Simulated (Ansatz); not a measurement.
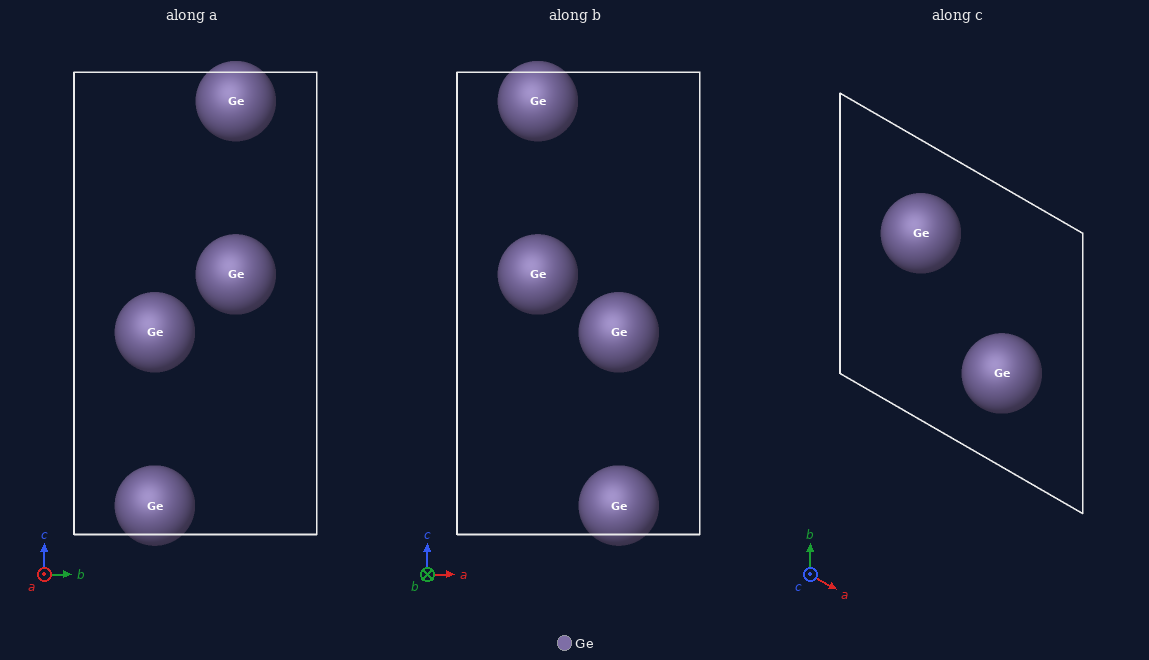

We look at a spheres-only model of the crystal along the a axis, along the b axis and along the c axis. Thin lines show the conventional unit cell, with boundary atoms drawn in all their periodic places.

Lattice parameters: a = 4.197 Å, b = 4.197 Å, c = 6.922 Å, α = 90.00°, β = 90.00°, γ = 120.00°.

From the views, write a table of Wyckoff sites, with free fractional coordinates to two decimals.

Space group P6_3/mmc (No. 194).
| atom | site | x | y | z |
| --- | --- | --- | --- | --- |
| Ge | 4f | 0.3333 | 0.6667 | 0.56 |

It goes back to a structure type filled with this element by a generator (whether the element takes this form wasn't checked). The cell was then strained or its atoms displaced on purpose. An electronic-structure calculation with Ansatz was run on it.

At this level of theory the cell isn't at rest (stretched, at -7 GPa), so its distances can differ from those at equilibrium, the more so the softer the solid.
